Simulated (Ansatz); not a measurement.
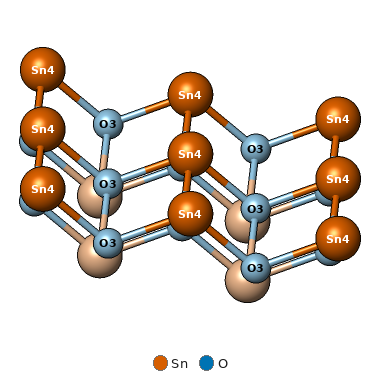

The system is H on a two-dimensional sheet of SnO (4 atoms of substrate and one adsorbate in a 1 × 1 cell); the picture shows it without the atoms that are moved over the map. 
- H is moved over the surface cell at a fixed height above a rigid substrate; the origin of the map has the adsorbate above Sn4; the height is held at 2.50 Å.
- Places are given modulo a cell vector. The map is drawn in real space over the plane of the surface.
- The scan uses an 8 × 8 grid; 15 points were computed and 49 follow by symmetry.
- All energies are given in meV relative to the lowest grid point.
- With one adsorbate in each 1 × 1 cell, its nearest image is 3.8 Å away, so neighbouring adsorbates interact. At a fixed height the lowest place need not be the adsorption site.
- Computed with DFT PBE+D3(BJ), scalar-relativistic, plane waves, PAW in Ansatz 0.2.0. Settings: cutoff 420 eV, k-mesh 7×7×1, gaussian smearing 0.05 eV, spin-polarised.

Range: position of H5 along the first surface vector from 0.000 to 0.875; position of H5 along the second surface vector from 0.000 to 0.875.

Predict the map.

Answer. The lowest grid point is at (1/8, 1/8) of the cell vectors [nearest 1 Sn at 2.59 Å]; the map holds 4 wells of about this depth. The bottom of the well lies between grid points, at about (0.16, 0.16) of the cell vectors, about 1.6 meV lower on the interpolated surface. The highest grid point, a fourfold hollow over a third-layer Sn atom, (4/8, 4/8) of the cell vectors, lies 42.0 meV above the lowest. At the lowest point the adsorbate has 1 Sn at 2.59 Å as nearest neighbours, at the highest 4 Sn at 3.68 Å.

| second ↓, first → | 0/8 | 1/8 | 2/8 | 3/8 | 4/8 | 5/8 | 6/8 | 7/8 |
| --- | --- | --- | --- | --- | --- | --- | --- | --- |
| 7/8 | 5.5 | 0.0 | 1.9 | 20.2 | 31.5 | 20.2 | 1.9 | 0.0 |
| 6/8 | 0.8 | 1.9 | 11.1 | 27.0 | 34.9 | 27.0 | 11.1 | 1.9 |
| 5/8 | 18.4 | 20.2 | 27.0 | 36.0 | 39.8 | 36.0 | 27.0 | 20.2 |
| 4/8 | 30.9 | 31.5 | 34.9 | 39.8 | 42.0 | 39.8 | 34.9 | 31.5 |
| 3/8 | 18.4 | 20.2 | 27.0 | 36.0 | 39.8 | 36.0 | 27.0 | 20.2 |
| 2/8 | 0.8 | 1.9 | 11.1 | 27.0 | 34.9 | 27.0 | 11.1 | 1.9 |
| 1/8 | 5.5 | 0.0 | 1.9 | 20.2 | 31.5 | 20.2 | 1.9 | 0.0 |
| 0/8 | 16.2 | 5.5 | 0.8 | 18.4 | 30.9 | 18.4 | 0.8 | 5.5 |

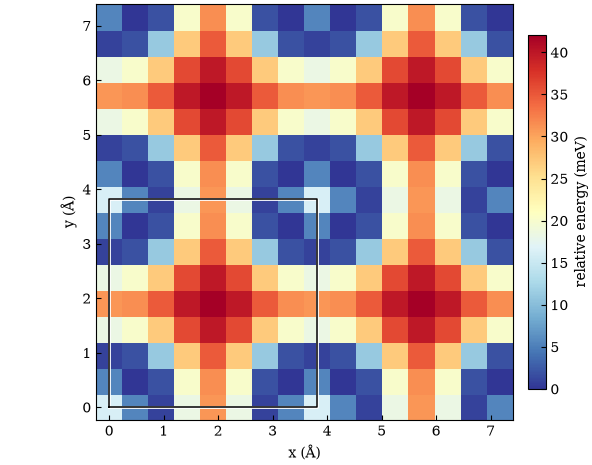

The picture shows one coloured cell a grid point, the outline of one cell of the 2 × 2 shown.

Time for the 15 points that were run: 10 min on 1 thread of Arm Neoverse V1, on a shared host.

PAW datasets: the set soft_1.
